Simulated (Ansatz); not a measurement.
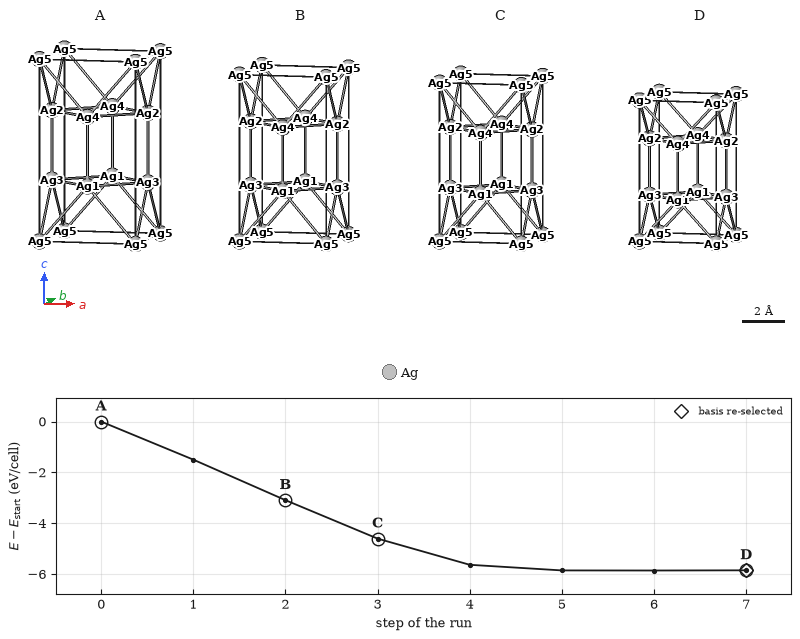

Frames of a relaxation of solid Ag (a generated structure, set up in Cmmm) (coarse preliminary run), marked on the history of the run. Style: ball-and-stick. Shown: the cell of the calculation, slightly off an axis.

Case: K → Ag on all its sites, cell and atoms relaxed.

Theory: Ansatz, DFT PBEsol, scalar-relativistic, plane waves, PAW.

Input file:
```yaml
crystal:
  lattice:
    - [3.372430277, -3.3674520411, 0.0]
    - [3.372430277, 3.3674520411, 0.0]
    - [0.0, 0.0, 8.8127321861]
  atoms:
    - { symbol: Ag, position: [0.5, 0.0, 0.3092481955] }
    - { symbol: Ag, position: [0.0, 0.5, 0.6907518045] }
    - { symbol: Ag, position: [0.0, 0.5, 0.3092481955] }
    - { symbol: Ag, position: [0.5, 0.0, 0.6907518045] }
    - { symbol: Ag, position: [0.0, 0.0, 0.0] }
basis:
  ecutwfc: 420
kpoints:
  mp_grid: { grid: [4, 4, 2] }
hamiltonian:
  xc: pbesol
scf:
  occupations: { method: gaussian, width: 0.1 }
output:
  forces: true
  stress: true
  eigenvalues: true
relax:
  adjacent_minimum: "off"
  f_tol: 0.05
  max_steps: 60
  cell: { stress_tol: 0.5 }
```

Launched with:
```bash
ansatz run input.yaml --threads 1 --pin off --max-ram 2560MiB --backend cpu --events-out ev --progress --plain --runs-dir out
```

Question: What happens along the run?

Answer: The largest moves relative to the cell, 0.066 Å, are those of Ag1, Ag2, Ag3 and Ag4. Ag1 goes along −c. Cell: a = b 4.766 → 3.810 Å (−20.1 %), c 8.813 → 6.819 Å (−22.6 %). Volume −50.6 %. Among the contacts that change: Ag1–Ag5 3.620 → 2.793 Å, Ag1–Ag3 3.367 → 2.694 Å, Ag1–Ag4 3.362 → 2.734 Å. Within 0.06 Å the space group is P4/mmm at the start and P4/mmm at the end; at a tighter tolerance small leftover displacements or strains of the cell lower it. The energy falls by 5.850 eV per cell of the calculation in 6 accepted moves (7 points after the start). Largest force component: 0.036 eV/Å at the start, 0.016 eV/Å at the end. The pressure goes from −8.13 to −0.01 GPa. At 1 point the geometry stayed and the basis and grid were re-selected for the new cell (energy shift of 7.2 meV per cell of the calculation at most each time). The run took 68 s on 1 thread of Arm Neoverse V1, with other jobs on the host, peak memory 0.45 GiB. From step 0 to 2: volume −25.5 %, energy −3.090 eV per cell of the calculation. From step 2 to 3: volume −14.9 %, energy −1.512 eV per cell of the calculation. From step 3 to 7: Ag atoms move most (0.06 Å), volume −22.0 %, energy −1.247 eV per cell of the calculation.

```json
{"step": "0", "E − E(0), meV/atom": "0.00", "largest force component, eV/Å": "0.0356", "pressure, GPa": "-8.13", "volume, Å³/atom": "40.033", "note": ""}
{"step": "1", "E − E(0), meV/atom": "-299.35", "largest force component, eV/Å": "0.0628", "pressure, GPa": "-9.75", "volume, Å³/atom": "34.701", "note": ""}
{"step": "2", "E − E(0), meV/atom": "-618.04", "largest force component, eV/Å": "0.1163", "pressure, GPa": "-10.91", "volume, Å³/atom": "29.817", "note": ""}
{"step": "3", "E − E(0), meV/atom": "-920.48", "largest force component, eV/Å": "0.1716", "pressure, GPa": "-10.33", "volume, Å³/atom": "25.378", "note": ""}
{"step": "4", "E − E(0), meV/atom": "-1126.42", "largest force component, eV/Å": "0.1277", "pressure, GPa": "-5.52", "volume, Å³/atom": "21.599", "note": ""}
{"step": "5", "E − E(0), meV/atom": "-1170.72", "largest force component, eV/Å": "0.1195", "pressure, GPa": "-0.02", "volume, Å³/atom": "19.797", "note": ""}
{"step": "6", "E − E(0), meV/atom": "-1171.38", "largest force component, eV/Å": "0.0158", "pressure, GPa": "0.01", "volume, Å³/atom": "19.795", "note": ""}
{"step": "7", "E − E(0), meV/atom": "-1169.93", "largest force component, eV/Å": "0.0159", "pressure, GPa": "-0.01", "volume, Å³/atom": "19.795", "note": "same geometry, new basis"}
```
